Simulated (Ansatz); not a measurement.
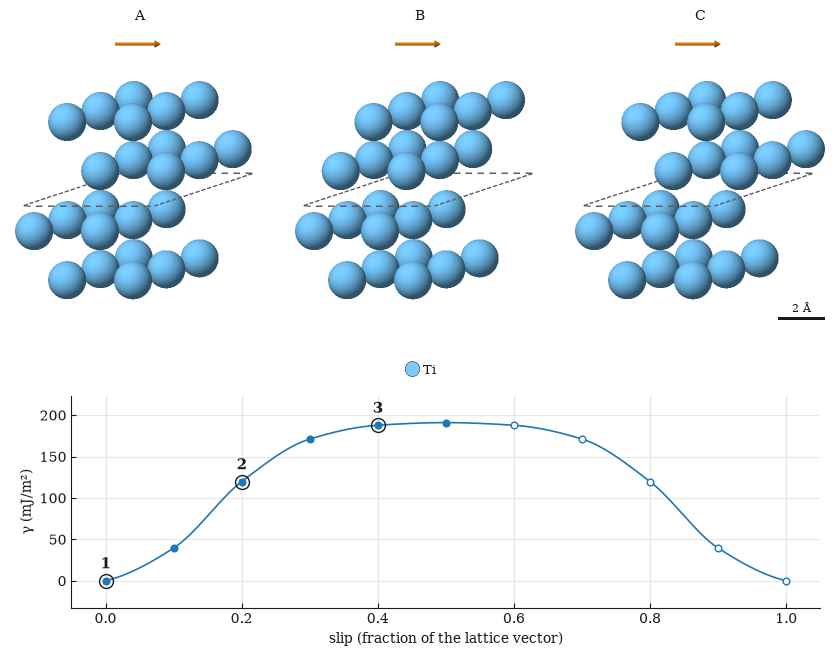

A scan of a crystal of Ti (Fm-3m): the crystal above a cut along the (1 1 1) plane of the conventional cell (between a plane of Ti below and one of Ti above, 2.34 Å apart) is slid rigidly by fractions of an in-plane lattice vector 2.87 Å long (a generalised stacking fault). One cut stands in each cell, which starts 14.1 Å high; nothing is relaxed, and the dashed outline marks the cut, the arrow on top the direction of slip. The frames are shuffled; the numbered points of the plot belong to them. Hollow markers are points alike by symmetry, not computed again. A spheres-only model of the layers on both sides of the cut, seen from the side, nearly along the cut plane.

Method: Ansatz 0.2.0, DFT PBEsol, scalar-relativistic, plane waves, PAW. Set-up: plane-wave cutoff 420 eV; k-point mesh 19 × 19 × 4; occupations gaussian; smearing width 0.15 eV; no spin polarisation. Energies (free energies at the smearing named) are counted from the cell as listed in its source, which wasn't relaxed.

### Match the frames to the points.

Point 1 is frame A (the slip 0.00, 0.0 mJ/m²); 2 is frame C (the slip 0.20, 119.7 mJ/m²); 3 is frame B (the slip 0.40, 187.8 mJ/m²). The curve starts and ends at zero, since a full lattice vector restores the crystal. Its highest computed point is 191.0 mJ/m² at slip 0.50, which the unstable stacking-fault energy of this rigid path equals or slightly exceeds. No local minimum shows among the points, so there is no metastable fault on this line. The path is symmetric about half-way. Relaxation across the fault would lower the values.
